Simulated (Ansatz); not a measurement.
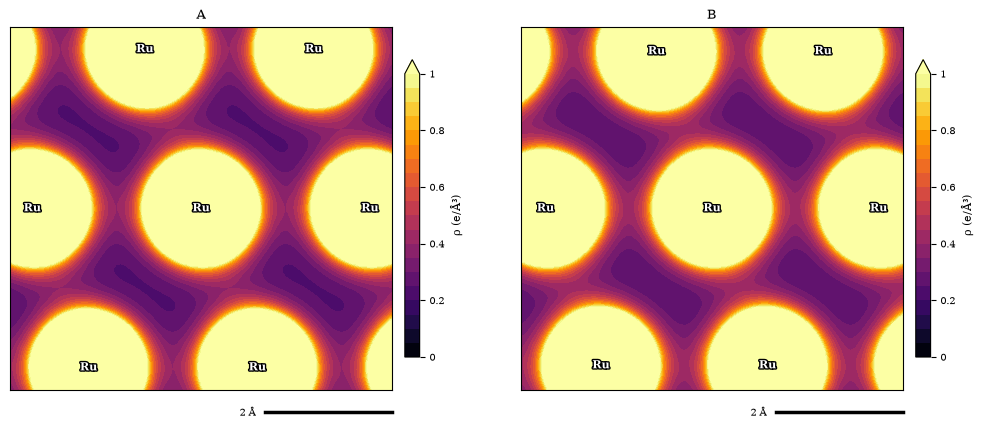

Ru. The valence charge density (pseudo) of two cells that differ in size, on the (100) plane of each (indices in the axes of the calculation cell), at one length scale and on one colour scale; one has 13.9 and the other 14.5 Å³ an atom.

Method: DFT, r2SCAN, plane waves (500 eV) with PAW, scalar-relativistic (Ansatz).

The larger cell:

```
CELL_PARAMETERS angstrom
-1.53620 1.53620 1.53620
1.53620 -1.53620 1.53620
1.53620 1.53620 -1.53620
ATOMIC_POSITIONS crystal
Ru 0.00000 0.00000 0.00000
```

The smaller cell: a = 2.626 Å, b = 2.626 Å, c = 2.626 Å, α = 109.47°, β = 109.47°, γ = 109.47°.

Q: Which is the denser cell? Describe the effect of the change.

A: Panel B is the smaller cell, by 4 % in volume. From the larger cell to the smaller, Ru–Ru goes from 2.66 to 2.63 Å, and the density at its midpoint from 0.4 to 0.43 e/Å³.
